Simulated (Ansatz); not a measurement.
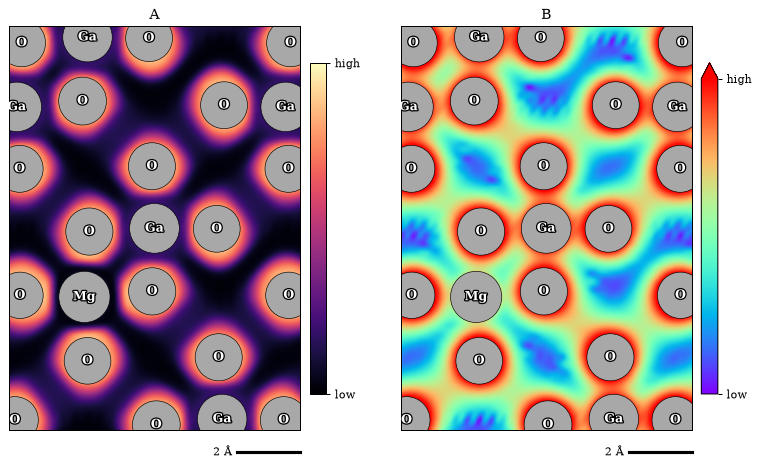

MgGa15O24 (cell with a defect): 2 fields on the (11̄0) plane of the calculation cell, with unlabelled colour scales. Grey discs cover the atomic cores.

Spin-polarised.

The calculation used DFT PBE, scalar-relativistic, plane waves, PAW in Ansatz 0.2.0.

```yaml
crystal:
  lattice:
    - [-4.82909, -1.54163, -5.71515]
    - [-6.22706, 4.62490, -0.00623]
    - [1.39797, 6.16653, -5.70892]
  atoms:
    - { symbol: Mg, position: [0.65451, 0.66619, 0.66410] }
    - { symbol: Ga, position: [0.90079, 0.41689, 0.41391] }
    - { symbol: Ga, position: [0.15123, 0.16470, 0.16423] }
    - { symbol: Ga, position: [0.40170, 0.91478, 0.91288] }
    - { symbol: Ga, position: [0.59789, 0.08399, 0.08649] }
    - { symbol: Ga, position: [0.84659, 0.83324, 0.83563] }
    - { symbol: Ga, position: [0.09581, 0.58537, 0.58657] }
    - { symbol: Ga, position: [0.34820, 0.33302, 0.33668] }
    - { symbol: Ga, position: [0.46595, 0.71407, 0.32856] }
    - { symbol: Ga, position: [0.71458, 0.46803, 0.07972] }
    - { symbol: Ga, position: [0.96644, 0.21619, 0.82770] }
    - { symbol: Ga, position: [0.21330, 0.96591, 0.58084] }
    - { symbol: Ga, position: [0.78683, 0.03287, 0.42242] }
    - { symbol: Ga, position: [0.03535, 0.78454, 0.17000] }
    - { symbol: Ga, position: [0.28369, 0.53249, 0.92131] }
    - { symbol: Ga, position: [0.53404, 0.28387, 0.67107] }
    - { symbol: O, position: [0.49854, 0.48753, 0.75970] }
    - { symbol: O, position: [0.74993, 0.24178, 0.50724] }
    - { symbol: O, position: [0.00038, 0.99128, 0.25622] }
    - { symbol: O, position: [0.25049, 0.74005, 0.00641] }
    - { symbol: O, position: [0.74685, 0.26258, 0.99010] }
    - { symbol: O, position: [0.99684, 0.00817, 0.74450] }
    - { symbol: O, position: [0.25157, 0.75699, 0.49447] }
    - { symbol: O, position: [0.49709, 0.50749, 0.24250] }
    - { symbol: O, position: [0.41093, 0.93554, 0.15267] }
    - { symbol: O, position: [0.66031, 0.68949, 0.90847] }
    - { symbol: O, position: [0.92104, 0.42928, 0.64796] }
    - { symbol: O, position: [0.16260, 0.18382, 0.40109] }
    - { symbol: O, position: [0.84573, 0.81716, 0.59806] }
    - { symbol: O, position: [0.08877, 0.56512, 0.34648] }
    - { symbol: O, position: [0.33769, 0.31356, 0.09948] }
    - { symbol: O, position: [0.58665, 0.06592, 0.84907] }
    - { symbol: O, position: [0.07145, 0.59800, 0.81993] }
    - { symbol: O, position: [0.32381, 0.35193, 0.56610] }
    - { symbol: O, position: [0.57491, 0.10001, 0.31780] }
    - { symbol: O, position: [0.82359, 0.85378, 0.06689] }
    - { symbol: O, position: [0.17587, 0.14897, 0.93386] }
    - { symbol: O, position: [0.42009, 0.90927, 0.68329] }
    - { symbol: O, position: [0.68040, 0.64870, 0.42343] }
    - { symbol: O, position: [0.92757, 0.39746, 0.18219] }
```

> Which field does each panel show? The fields are: electron localisation function and valence pseudo-density.

Panel A: electron localisation function. Panel B: valence pseudo-density. From the grid: Mg–O (2.03 Å): ρ is about 0.38 e/Å³ halfway; the ELF peaks at about 0.85 in the valence shell of O, 0.7 Å from its nucleus, and is about 0.35 at the midpoint. Ga–O (1.96 Å): the density is about 0.66 e/Å³ at the midpoint; the ELF peaks at about 0.85 in the valence shell of O, 0.6 Å from its nucleus, and is about 0.35 at the midpoint.
